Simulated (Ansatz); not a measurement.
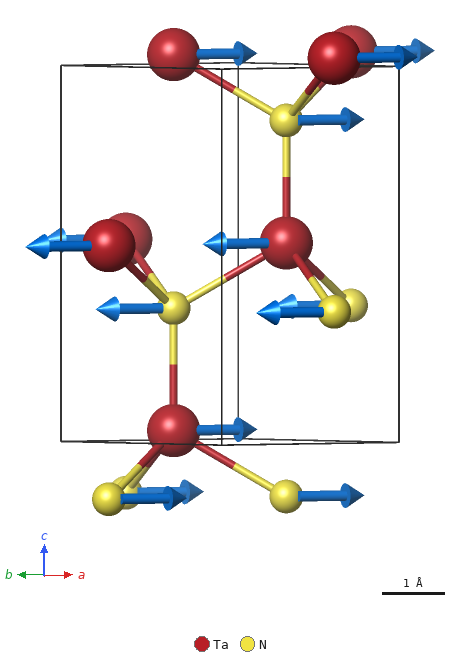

Normal modes of a crystal of TaN at 1.02 times its rest volume, space group P6₃mc (No. 186), at the zone centre. The optical levels lie at 88 (×2), 159, 337 (×2), 452 (×2), 534, 613 cm⁻¹. One mode is drawn. The blue arrows are the displacements of the atoms (eigenvector over the root of the mass), of arbitrary overall length and sign. Style: ball-and-stick. Shown: the cell of the calculation, from a free direction.

These are results of DFT PBE, scalar-relativistic, plane waves, PAW in Ansatz, not measurements. Set-up: plane-wave cutoff 420 eV; k-point mesh 18 × 18 × 8; occupations fermi dirac; smearing width 0.15 eV; no spin polarisation.

The frequencies depend somewhat on the k-mesh and the smearing.

### Which of these frequencies is the drawn mode's?

The level at 88 cm⁻¹. This is the E₂ mode (doubly degenerate; one member of the set is drawn), the lowest optical level, Raman-active by symmetry. All motion is along a; atoms of one kind move against one another, with no net shift of any sublattice; the N–Ta bond lengths don't change to first order, so for these it is a bending, tilting or sliding motion; the kinetic energy is shared as Ta 93 %, N 7 %.
